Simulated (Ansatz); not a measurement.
MgO, space group P6_3mc (No. 186), a = 3.308 Å, b = 3.308 Å, c = 4.983 Å, α = 90.00°, β = 90.00°, γ = 120.00°

```
site  Wyckoff       x       y       z
  Mg       2b  0.3333  0.6667  0.0022
   O       2b  0.3333  0.6667  0.4024
```

The structure is a calculation's input; it may be strained or unrelaxed.

**Describe the coordination of Mg.**

MgO4: a slightly distorted tetrahedron (coordination number 4, S = 0.22; next best see-saw, S = 8.8). Bonds: 3 × Mg–O 1.97 Å and 1 × Mg–O 1.99 Å. The next neighbour, not counted, lies at 2.99 Å.

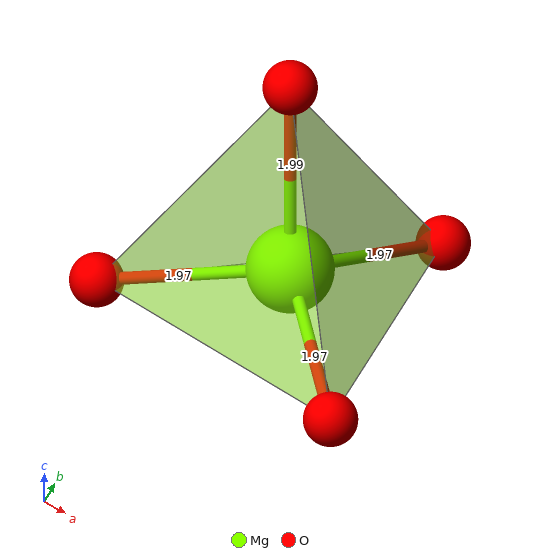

The polyhedron about Mg. Continuous shape measures are computed against ideal polyhedra (0 is ideal; above about 3 the distortion is strong).
